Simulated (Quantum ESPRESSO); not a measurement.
# A series of single points on KCl

System: KCl (Fm-3m, 2 atoms in the cell).
Method: Kohn-Sham DFT of a periodic cell, LDA, PseudoDojo 0.4.1 SR LDA standard, no spin polarisation (Quantum ESPRESSO 7.5).

The 7 runs differ only in the geometry, by an even scaling of the cell at fixed fractional positions. The structure derives from an entry of the Crystallography Open Database.

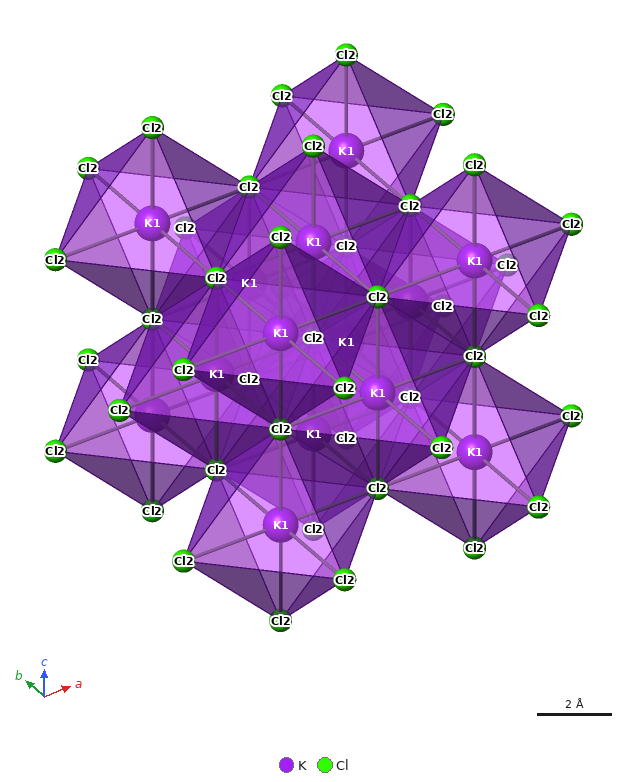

Figure 1. The structure of run 4 (polyhedral view of the cell 4 times as large as that of the calculation, set on its symmetry axes, seen at an oblique angle; polyhedra are completed across the faces of the cell; atoms are numbered from 1 in the order of the input).

## Input file of run 4
```
&CONTROL
  calculation = 'scf'
  prefix = 'pwscf'
  outdir = './tmp'
  pseudo_dir = './pseudo'
  tprnfor = .true.
  tstress = .true.
  disk_io = 'low'
/
&SYSTEM
  ibrav = 0
  A = 4.44978055
  nat = 2
  ntyp = 2
  ecutwfc = 72
  nbnd = 14
  occupations = 'smearing'
  smearing = 'fd'
  degauss = 0.00367493
/
&ELECTRONS
  conv_thr = 4d-10
  electron_maxstep = 120
  mixing_beta = 0.5
/
ATOMIC_SPECIES
K     39.0983 K.upf
Cl    35.4500 Cl.upf
CELL_PARAMETERS alat
   0.0000000000    0.7071067808    0.7071067808
   0.7071067808    0.0000000000    0.7071067808
   0.7071067808    0.7071067808    0.0000000000
ATOMIC_POSITIONS alat
K      0.0000000000    0.0000000000    0.0000000000
Cl     0.7071067808    0.7071067808    0.7071067808
K_POINTS automatic
7 7 7 0 0 0
```

## File bands.in of run 4
```
&CONTROL
  calculation = 'bands'
  prefix = 'pwscf'
  outdir = './tmp'
  pseudo_dir = './pseudo'
  disk_io = 'low'
  verbosity = 'high'
/
&SYSTEM
  ibrav = 0
  A = 4.44978055
  nat = 2
  ntyp = 2
  ecutwfc = 72
  nbnd = 14
  occupations = 'smearing'
  smearing = 'fd'
  degauss = 0.00367493
/
&ELECTRONS
  conv_thr = 1d-08
  electron_maxstep = 120
  mixing_beta = 0.5
  diago_full_acc = .true.
/
ATOMIC_SPECIES
K     39.0983 K.upf
Cl    35.4500 Cl.upf
CELL_PARAMETERS alat
   0.0000000000    0.7071067808    0.7071067808
   0.7071067808    0.0000000000    0.7071067808
   0.7071067808    0.7071067808    0.0000000000
ATOMIC_POSITIONS alat
K      0.0000000000    0.0000000000    0.0000000000
Cl     0.7071067808    0.7071067808    0.7071067808
K_POINTS crystal
60
 0.0000000000  0.0000000000  0.0000000000 1
 0.0625000000  0.0000000000  0.0625000000 1
 0.1250000000  0.0000000000  0.1250000000 1
 0.1875000000  0.0000000000  0.1875000000 1
 0.2500000000  0.0000000000  0.2500000000 1
 0.3125000000  0.0000000000  0.3125000000 1
 0.3750000000  0.0000000000  0.3750000000 1
 0.4375000000  0.0000000000  0.4375000000 1
 0.5000000000  0.0000000000  0.5000000000 1
 0.5000000000  0.0625000000  0.5625000000 1
 0.5000000000  0.1250000000  0.6250000000 1
 0.5000000000  0.1875000000  0.6875000000 1
 0.5000000000  0.2500000000  0.7500000000 1
 0.4375000000  0.3125000000  0.7500000000 1
 0.3750000000  0.3750000000  0.7500000000 1
 0.3375000000  0.3375000000  0.6750000000 1
 0.3000000000  0.3000000000  0.6000000000 1
 0.2625000000  0.2625000000  0.5250000000 1
 0.2250000000  0.2250000000  0.4500000000 1
 0.1875000000  0.1875000000  0.3750000000 1
 0.1500000000  0.1500000000  0.3000000000 1
 0.1125000000  0.1125000000  0.2250000000 1
 0.0750000000  0.0750000000  0.1500000000 1
 0.0375000000  0.0375000000  0.0750000000 1
 0.0000000000  0.0000000000  0.0000000000 1
 0.0625000000  0.0625000000  0.0625000000 1
 0.1250000000  0.1250000000  0.1250000000 1
 0.1875000000  0.1875000000  0.1875000000 1
 0.2500000000  0.2500000000  0.2500000000 1
 0.3125000000  0.3125000000  0.3125000000 1
 0.3750000000  0.3750000000  0.3750000000 1
 0.4375000000  0.4375000000  0.4375000000 1
 0.5000000000  0.5000000000  0.5000000000 1
 0.5250000000  0.4500000000  0.5250000000 1
 0.5500000000  0.4000000000  0.5500000000 1
 0.5750000000  0.3500000000  0.5750000000 1
 0.6000000000  0.3000000000  0.6000000000 1
 0.6250000000  0.2500000000  0.6250000000 1
 0.5833333333  0.2500000000  0.6666666667 1
 0.5416666667  0.2500000000  0.7083333333 1
 0.5000000000  0.2500000000  0.7500000000 1
 0.5000000000  0.2857142857  0.7142857143 1
 0.5000000000  0.3214285714  0.6785714286 1
 0.5000000000  0.3571428571  0.6428571429 1
 0.5000000000  0.3928571429  0.6071428571 1
 0.5000000000  0.4285714286  0.5714285714 1
 0.5000000000  0.4642857143  0.5357142857 1
 0.5000000000  0.5000000000  0.5000000000 1
 0.4821428571  0.4821428571  0.5357142857 1
 0.4642857143  0.4642857143  0.5714285714 1
 0.4464285714  0.4464285714  0.6071428571 1
 0.4285714286  0.4285714286  0.6428571429 1
 0.4107142857  0.4107142857  0.6785714286 1
 0.3928571429  0.3928571429  0.7142857143 1
 0.3750000000  0.3750000000  0.7500000000 1
 0.6250000000  0.2500000000  0.6250000000 1
 0.5937500000  0.1875000000  0.5937500000 1
 0.5625000000  0.1250000000  0.5625000000 1
 0.5312500000  0.0625000000  0.5312500000 1
 0.5000000000  0.0000000000  0.5000000000 1
```

Command:
```bash
OMP_NUM_THREADS=1 pw.x -in pw.in > pw.out
OMP_NUM_THREADS=1 pw.x -in bands.in > bands.out
```

Lattice vectors (Å) and fractional positions of run 4:
```
   0.000000    3.146470    3.146470
   3.146470    0.000000    3.146470
   3.146470    3.146470    0.000000
K   0.000000  0.000000  0.000000
Cl  0.500000  0.500000  0.500000
```

Run 3 has the same physical settings and fractional positions; its lattice vectors (Å) are:
```
   0.000000    3.125352    3.125352
   3.125352    0.000000    3.125352
   3.125352    3.125352    0.000000
```

## Results, with one run withheld

```csv
run,volume per atom (Å³),"free energy per atom, from the lowest run given (meV)",pressure (GPa),gap on the mesh (eV)
1,29.282,0.00,−0.96,4.96
2,29.905,4.48,−1.35,4.88
3,30.528,?,?,?
4,31.151,17.46,−1.98,4.74
5,31.774,25.63,−2.23,4.68
6,32.397,34.73,−2.45,4.62
7,33.020,44.64,−2.65,4.56
```

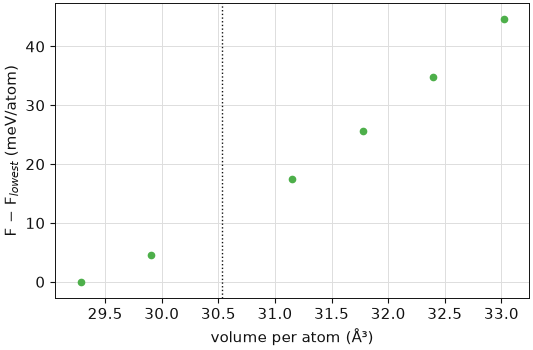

Figure 2. Free energy per atom of the runs given; the dotted line marks run 3.

What should run 3 give?

A cubic polynomial in V^(−2/3) (the Birch–Murnaghan form), fitted to the 6 runs given, misses them by under 0.01 meV per atom. With x = V^(−2/3) − 0.10088 Å⁻², it reads F = 18.189 − 5780.3 x + 3.6363e+05 x² + 1.8357e+06 x³ (meV per atom). At run 3 it gives 10.36 meV per atom, and the run itself gives 10.35. The slope of the fit gives a pressure −dF/dV of −1.68 GPa there, and the run prints −1.68 GPa. The fit has no minimum inside this range. The gap on the mesh goes, without turning, from 4.96 eV in run 1 to 4.56 eV in run 7; run 3 has 4.81 eV. These are gaps of this functional on this mesh, which can miss the band edges; they aren't the measured gap.

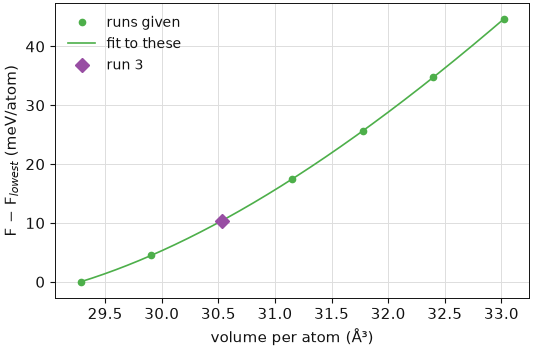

Figure 3. The fit and the withheld run.

## Some lines of the output (run 3)
```
[...]
     unit-cell volume          =     412.0249 (a.u.)^3
     number of k points=    20  Fermi-Dirac smearing, width (Ry)=  0.0037
     total energy              =     -92.91722104 Ry
     total energy              =     -92.93077075 Ry
     total energy              =     -92.93111200 Ry
     total energy              =     -92.93114065 Ry
     total energy              =     -92.93114301 Ry
     total energy              =     -92.93114306 Ry
     the Fermi energy is     3.0954 ev
!    total energy              =     -92.93114309 Ry
     The total energy is F=E-TS. E is the sum of the following terms:
     Computing stress (Cartesian axis) and pressure
          total   stress  (Ry/bohr**3)                   (kbar)     P=      -16.81
```

Notes: The record of the run, not the program, notes: eigenvalues not converged.
